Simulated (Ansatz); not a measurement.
## Geometry relaxation, with input and output: SnS2 (part 2 of 2)

The same run, continued: SnS2 (P-3m1, 3 atoms in the cell); DFT LDA, scalar-relativistic, plane waves, PAW, no spin polarisation (Ansatz 0.2.0); cutoff 420 eV, 12×12×6 k-mesh, fixed occupations. The structure derives from an entry of the Crystallography Open Database. It belongs to a series of runs on one base structure; here: relaxed at 3 GPa.

Geometry of the input (Å; fractional positions):
```
3.6323  0.0000  0.0000
-1.8161  3.1457  0.0000
0.0000  0.0000  5.6986
Sn 0.0000  0.0000  0.0000
S  0.6667  0.3333  0.2574
S  0.3333  0.6667  0.7426
```

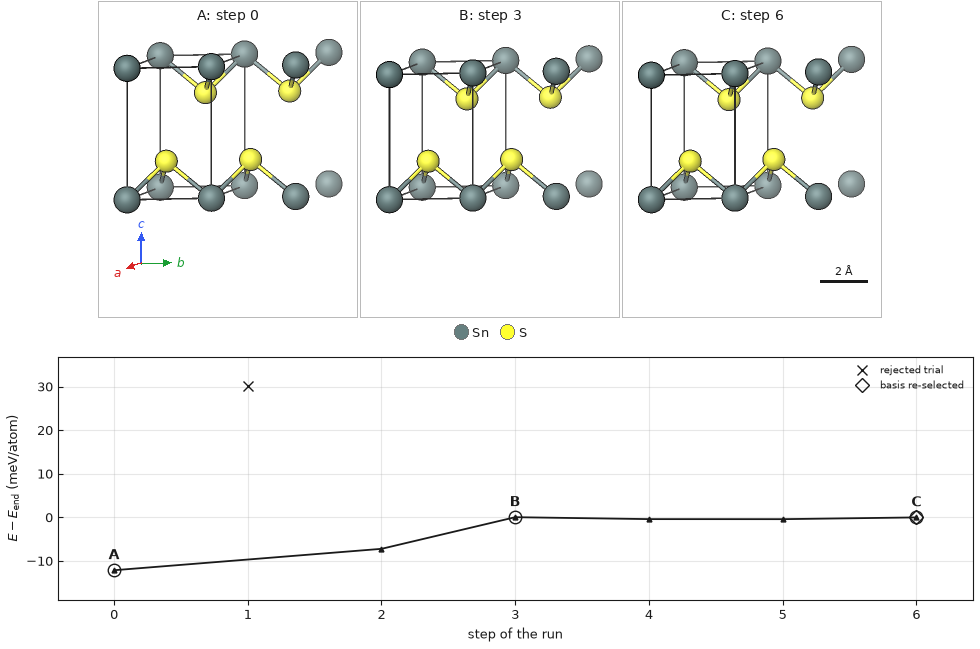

Fig. 1: Frames of the relaxation (ball-and-stick view of the cell of the calculation, repeated 1 × 2 × 1, seen slightly off an axis) above the curves, on which the letters mark them (the first geometry is step 0 here and step 1 in the log).

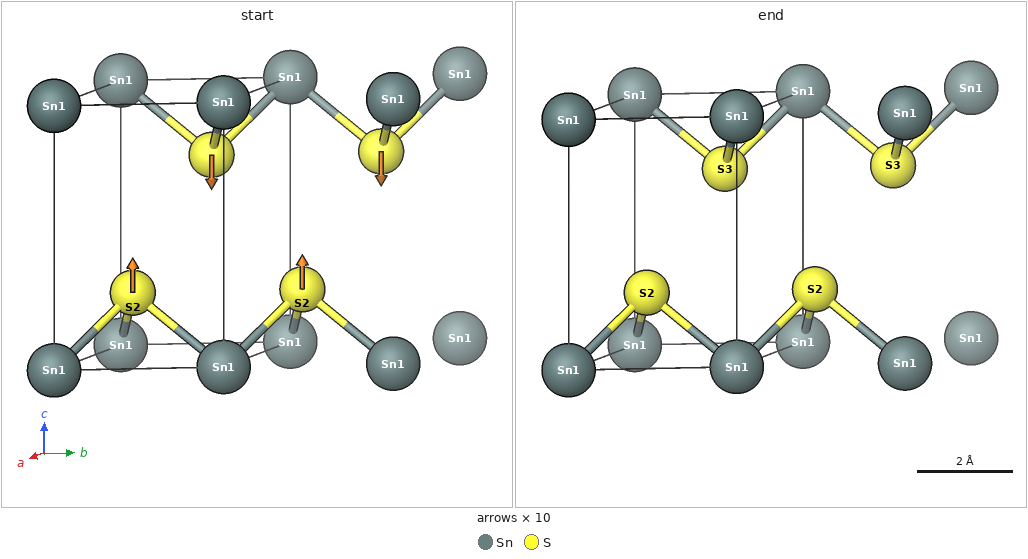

Fig. 2: Before (left) and after (right) the relaxation, at one scale (ball-and-stick view of the cell of the calculation, repeated 1 × 2 × 1, seen slightly off an axis). The orange arrows give the displacements (without the part carried along by the change of the cell), magnified 10 times. The energy rises by 11.7 meV per atom in 5 geometry steps. With the target pressure of 3 GPa, the enthalpy E + pV changes by −16.1 meV per atom. Largest force component: 0.00031 eV/Å at the start, 0.00089 eV/Å at the end. The pressure goes from 0.00 to 3.00 GPa. The line search rejected the trial step at point 1 (counted from 0) and went back. The largest moves relative to the cell, 0.077 Å, are those of S2 and S3. Sn stays in place. Cell: a = b 3.632 → 3.603 Å (−0.8 %), c 5.699 → 5.395 Å (−5.3 %). Volume −6.9 %. Distances before and after: Sn1–S2 2.559 → 2.545 Å. The space group stays P-3m1 (No. 164). A last SCF at the same geometry on a re-selected plane-wave basis shifts the energy by +0.4 meV per atom. (Atoms are counted from 1 in the order of the input.)

```
basis re-selected at this cell: Δ(F+E_penalty+E_count) = +1.207e-3 eV, ΔP = -0.005 GPa vs the last step (what re-selecting the basis moved, of the pressure what is left beyond the Pulay correction that the steps carried, after the strain that the cell walked since its last selection, with what the two solves' SCF thresholds leave and, on support functions, any second-order correction that the steps lacked; it is no measure of the basis error at this ecutwfc). This SCF's stress stands 1.36e-2 GPa from its target on what of the cell is left free (relax.cell.stress_tol is 2.00e-2 GPa) and its largest allowed force component is 8.90e-4 eV/Å (relax.f_tol is 1.00e-3 eV/Å): within both
SCF converged after 5 iterations
Free energy (F): -7619.764501 eV
Harris-Foulkes:  -7619.764501 eV  (|F-HF|=1.82e-12)
Internal energy: -7619.764501 eV  (E = F + TS)
E sigma→0 (E₀):  -7619.764501 eV
Fermi energy:    8.420751 eV
--- Per-component energies (eV) ---
  E_band       = -85.597776
  E_kinetic    = 405.110906
  E_local      = -1342.462484  (includes V_loc(G=0)·N_el)
  E_nonlocal   = 33.558097
  E_hartree    = 733.699822
  E_xc         = -571.011472
  E_vxc        = -273.922256  (∫ρ·V_xc dr)
  E_paw        = -5138.396271  (= ΣΔE_a)
  E_vpaw       = -375.281679  (= ΣTr[D̂ρ^β])
  E_aug_tail   = 0.000002  (compensation charges beyond the density's cutoff)
  E_ewald      = -1740.994394
  E_core_change = 0.731293  (= ΣΔE_core)
  E_smearing   = -0.000000  (= −TS)
  E_closure    = -0.000000  (closes the sum)
  Σ components = -7619.764501   (vs F -7619.764501, Δ=0.00e0)
--- Forces (eV/Å), atoms counted from 1 ---
  atom   1  Sn     0.00000000     0.00000000     0.00000000
  atom   2  S     -0.00000000    -0.00000000     0.00088977
  atom   3  S      0.00000000     0.00000000    -0.00088977
  max |Σ_I F_I| component: 5.27e-31 eV/Å
--- Stress (GPa, compression-positive) ---
        3.000388       0.000000       0.000000
        0.000000       3.000388      -0.000000
        0.000000      -0.000000       2.986360
  P = ⅓ Tr σ = 2.9957 GPa (29.957 kbar)
--- Band table (eV; the first three rows and the last of 100) ---
  k-point 0: bands = ["-12.9993", "-12.9993", "-12.9443", "-12.9125", "-12.9125", "-6.3645", "-3.7945", "1.5973", "7.2486", "7.2486", "7.3701", "7.3701", "8.4022", "9.7819", "11.3357", "13.3727", "13.3727"]
  k-point 1: bands = ["-12.9993", "-12.9993", "-12.9440", "-12.9125", "-12.9125", "-6.2830", "-4.0091", "1.9808", "7.1415", "7.1415", "7.5113", "7.5113", "7.5822", "10.3757", "11.3972", "13.2098", "13.2098"]
  k-point 2: bands = ["-12.9993", "-12.9993", "-12.9436", "-12.9126", "-12.9126", "-6.0766", "-4.4492", "2.9035", "6.2811", "7.0476", "7.0476", "7.6765", "7.6765", "11.0652", "11.5107", "12.9149", "12.9149"]
  k-point 99: bands = ["-13.0272", "-13.0272", "-12.9135", "-12.9135", "-12.8819", "-3.5038", "-3.5038", "0.5508", "3.2578", "3.2578", "3.7826", "7.9183", "7.9183", "11.3122", "12.9809", "12.9809", "14.6553"]
--- Relaxed structure (6 steps of the walk, 5 accepted, 1 SCFs on fresh bases) ---
  F+E_penalty+E_count = -7619.76450109 eV   max|allowed force component| = 8.898e-4 eV/Å   (the final SCF, on the basis selected at the relaxed cell)
  cell:  # Å, volume = 60.6481 Å³
    - [3.602850471966255, 0.0, 0.0]
    - [-1.8014252359831275, 3.1201600347595315, -1.606301761437868e-33]
    - [0.0, -2.9099396906733913e-33, 5.395036277068989]
  atoms:
    - { symbol: Sn, position: [-1.74015780974616e-35, -2.891178251753964e-35, 1.0295115178936058e-84] }
    - { symbol: S, position: [0.6666666666666666, 0.3333333333333333, 0.2717252772952308] }
    - { symbol: S, position: [0.3333333333333333, 0.6666666666666666, 0.7282747227047692] }
```

Trajectory as extended XYZ (Å, eV, eV/Å), 7 frames, from step=1 to step=7
```
3
Lattice="3.6323 0.0000 0.0000 -1.8161 3.1457 0.0000 0.0000 0.0000 5.6986" Properties=species:S:1:pos:R:3:forces:R:3 step=1 energy=-7619.80085 pressure_GPa=0.00
Sn    0.0000    0.0000    0.0000    0.0000   0.0000   0.0000
S     1.8161    1.0486    1.4671    0.0000   0.0000  -0.0003
S     0.0000    2.0971    4.2315    0.0000   0.0000   0.0003
3
Lattice="3.5224 0.0000 0.0000 -1.7612 3.0505 0.0000 0.0000 0.0000 5.4209" Properties=species:S:1:pos:R:3:forces:R:3 step=2 energy=-7619.67405 pressure_GPa=5.31 accepted=F
Sn    0.0000    0.0000    0.0000    0.0000   0.0000   0.0000
S     1.7612    1.0168    1.5185    0.0000   0.0000  -0.3519
S     0.0000    2.0336    3.9024    0.0000   0.0000   0.3519
3
Lattice="3.5952 0.0000 0.0000 -1.7976 3.1135 0.0000 0.0000 0.0000 5.5633" Properties=species:S:1:pos:R:3:forces:R:3 step=3 energy=-7619.78612 pressure_GPa=1.93
Sn    0.0000    0.0000    0.0000    0.0000   0.0000   0.0000
S     1.7976    1.0378    1.4780    0.0000   0.0000  -0.0331
S     0.0000    2.0757    4.0853    0.0000   0.0000   0.0331
3
Lattice="3.5940 0.0000 0.0000 -1.7970 3.1125 0.0000 0.0000 0.0000 5.4208" Properties=species:S:1:pos:R:3:forces:R:3 step=4 energy=-7619.76435 pressure_GPa=3.56
Sn    0.0000    0.0000    0.0000    0.0000   0.0000   0.0000
S     1.7970    1.0375    1.4619    0.0000   0.0000   0.0955
S     0.0000    2.0750    3.9589    0.0000   0.0000  -0.0955
3
Lattice="3.6030 0.0000 0.0000 -1.8015 3.1203 0.0000 0.0000 0.0000 5.3945" Properties=species:S:1:pos:R:3:forces:R:3 step=5 energy=-7619.76567 pressure_GPa=2.98
Sn    0.0000    0.0000    0.0000    0.0000   0.0000   0.0000
S     1.8015    1.0401    1.4662    0.0000   0.0000  -0.0037
S     0.0000    2.0802    3.9283    0.0000   0.0000   0.0037
3
Lattice="3.6029 0.0000 0.0000 -1.8014 3.1202 0.0000 0.0000 0.0000 5.3950" Properties=species:S:1:pos:R:3:forces:R:3 step=6 energy=-7619.76571 pressure_GPa=3.00
Sn    0.0000    0.0000    0.0000    0.0000   0.0000   0.0000
S     1.8014    1.0401    1.4660    0.0000   0.0000   0.0000
S     0.0000    2.0801    3.9291    0.0000   0.0000   0.0000
3
Lattice="3.6029 0.0000 0.0000 -1.8014 3.1202 0.0000 0.0000 0.0000 5.3950" Properties=species:S:1:pos:R:3:forces:R:3 step=7 energy=-7619.76450 pressure_GPa=3.00
Sn    0.0000    0.0000    0.0000    0.0000   0.0000   0.0000
S     1.8014    1.0401    1.4660    0.0000   0.0000   0.0009
S     0.0000    2.0801    3.9291    0.0000   0.0000  -0.0009
```

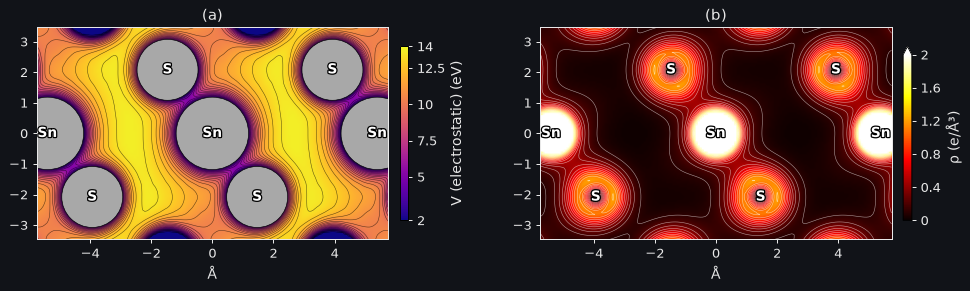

Fig. 3: (a) electrostatic potential energy of an electron; (b) valence electron density on the (110) plane of the conventional cell. Grey discs, where drawn, cover atomic cores. Sn–S (2.54 Å): ρ at the midpoint is about 0.46 e/Å³. Away from the nuclei the density in this plane falls to 0.02 e/Å³ at its lowest. Outside the cores the potential energy rises away from the atoms and is highest about 2.4 Å from the nearest atoms; outside the discs it spans about 11 eV, and its zero is arbitrary. In a PAW calculation such maps are meaningful between the atoms, not at the nuclei.

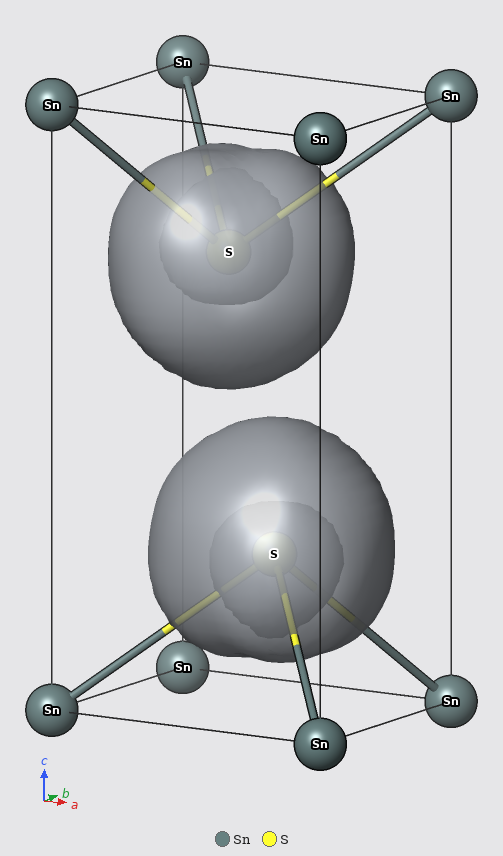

Fig. 4: Isosurface of the ELF at 0.75 (grey), seen slightly off an axis. Only the valence region is drawn (cores and ρ < 0.01 e/Å³ removed). Sticks mark near contacts. The outline is the cell set on symmetry axes. Along the contacts the grid gives the following. Sn–S (2.54 Å): the ELF is about 0.55 at the midpoint.

Results in brief

```json
{"quantity": "outcome", "value": "converged"}
{"quantity": "space group (tolerance 0.01 Å)", "value": "P-3m1 (164)"}
{"quantity": "electrons treated", "value": "26"}
{"quantity": "free energy", "value": "−7619.7645 eV"}
{"quantity": "Fermi energy", "value": "8.421 eV"}
{"quantity": "gap on the k-point mesh", "value": "0.69 eV"}
{"quantity": "pressure", "value": "3.00 GPa"}
{"quantity": "final volume", "value": "60.65 Å³"}
{"quantity": "largest force (length of the vector) at the end", "value": "0.001 eV/Å"}
{"quantity": "final cell", "value": "a = 3.603 Å, b = 3.603 Å, c = 5.395 Å, α = 90.00°, β = 90.00°, γ = 120.00°"}
{"quantity": "wall time", "value": "39 s"}
{"quantity": "peak memory", "value": "0.45 GiB"}
```
